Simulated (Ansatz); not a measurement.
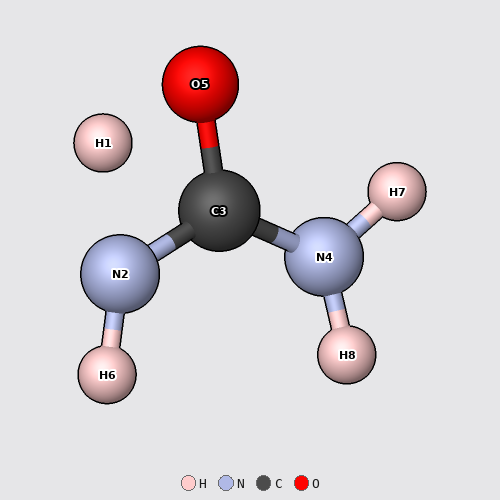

The system is the reacting system CH4N2O (one molecule; an intramolecular 1,3-shift); the picture shows the reference structure. First axis: distance H1–O5 (bond that forms). Second axis: distance H1–N2 (bond that breaks). Relaxed at each point: all other coordinates. The grid has 13 × 13 points. Points are written as (first, second). Energies are in kJ/mol, from the lowest grid point. The reference is spin-restricted, so regions where a bond is pulled apart into radicals lie too high. Theory: RKS PBE-D4/def2-SVP in Ansatz.

Its coordinates:

```xyz
8

H    -1.5894   -0.6582   -0.3707
N    -0.6848   -0.9373    0.5896
C    -0.1946    0.0130   -0.1910
N     1.0044    0.6515   -0.1659
O    -1.0939    0.2655   -1.1029
H    -0.1871   -1.3601    1.3789
H     1.1287    1.4539   -0.7798
H     1.6167    0.5719    0.6416
```

Range: distance H1–O5 (bond that forms) from 0.873 to 2.373 Å; distance H1–N2 (bond that breaks) from 0.918 to 2.718 Å.

Q: What landscape does the calculation give?

A: The lowest grid point is at (2.373 Å, 0.999 Å). It lies at the edge of the scanned range, so the true minimum may lie outside. A higher local minimum lies near (0.940 Å, 2.174 Å) (72 kJ/mol above the lowest at that grid point). The highest grid point, (0.873 Å, 0.918 Å), lies 871 kJ/mol above the lowest. On the interpolated surface the lowest path from the side where the first distance is long, about (2.37 Å, 1.02 Å), to the well on the other side, about (0.98 Å, 2.20 Å), has its top at about (1.32 Å, 1.33 Å), about 166 kJ/mol above the start and 97 kJ/mol above the end.

```csv
"second ↓, first →",0.873,0.940,1.033,1.138,1.253,1.375,1.504,1.638,1.777,1.920,2.067,2.218,2.373
2.718,133,102,102,133,185,245,306,363,412,453,487,513,532
2.532,112,83,84,118,172,233,295,352,401,441,473,497,513
2.351,102,73,75,110,163,224,286,341,388,425,454,473,484
2.174,102,72,74,107,159,218,276,328,370,404,427,439,445
2.002,111,80,79,109,157,211,264,310,347,373,387,394,398
1.836,131,97,91,115,156,203,249,287,315,330,337,340,341
1.675,163,123,110,125,157,193,228,255,269,275,277,276,275
1.521,210,163,138,141,158,181,201,212,215,213,210,206,203
1.374,279,220,179,164,163,168,170,165,157,148,140,133,129
1.236,376,300,238,199,176,159,140,121,103,88,76,67,61
1.110,510,412,322,255,206,164,126,94,68,46,30,19,13
0.999,687,563,440,342,264,198,143,100,66,39,20,7,0
0.918,871,723,570,445,343,258,191,140,100,70,48,34,27
```

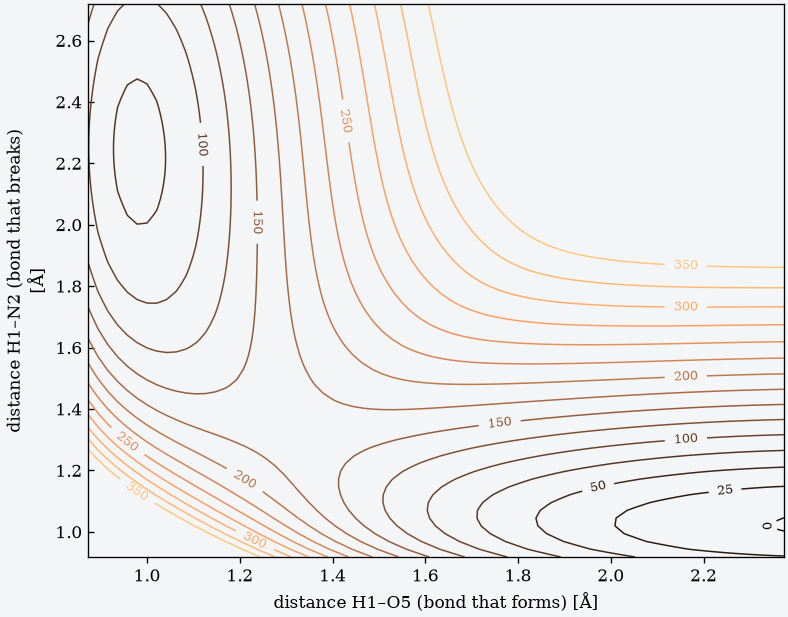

Drawn: contour lines labelled in kJ/mol (none above 350). Between grid points the surface is interpolated.

Each point was launched as `ansatz run input.yaml --threads 1 --pin off --max-ram 2560MiB --backend cpu --events-out ev --progress --plain --runs-dir out`. The whole map (169 points run) took 28 min on 1 thread of Arm Neoverse V1, on a shared host.
